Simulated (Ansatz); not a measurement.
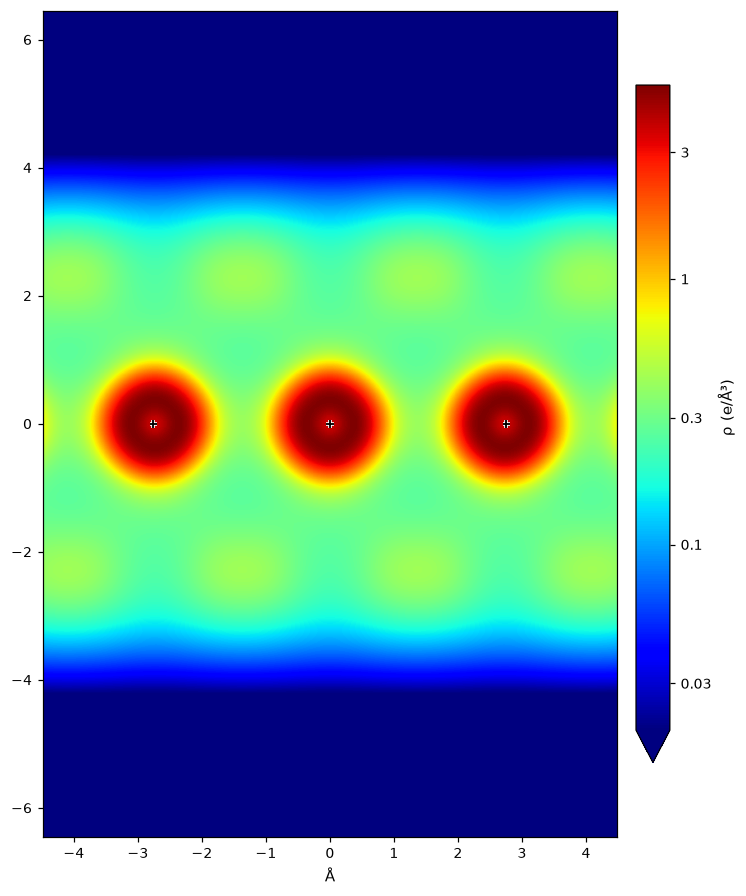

The valence charge density (pseudo) on a plane through atoms (crosses mark nuclei in the plane).

The calculation used DFT PBE, scalar-relativistic, plane waves, PAW in Ansatz 0.2.0.

Candidates:
A. W (slab), a = 2.76 Å, b = 2.76 Å, c = 19.50 Å, α = 90.00°, β = 90.00°, γ = 109.47°. Not relaxed (largest force 0.6 eV/Å).
B. AlNi (slab), a = 2.89 Å, b = 4.09 Å, c = 19.09 Å, α = 90.00°, β = 90.00°, γ = 90.00°. Computed without spin polarisation.

Q: Which system is this?

A: Candidate A: W on the (100) plane of the calculation cell, a cut from vacuum to vacuum, which holds W. W–W (2.76 Å): the density is about 0.41 e/Å³ at the midpoint.
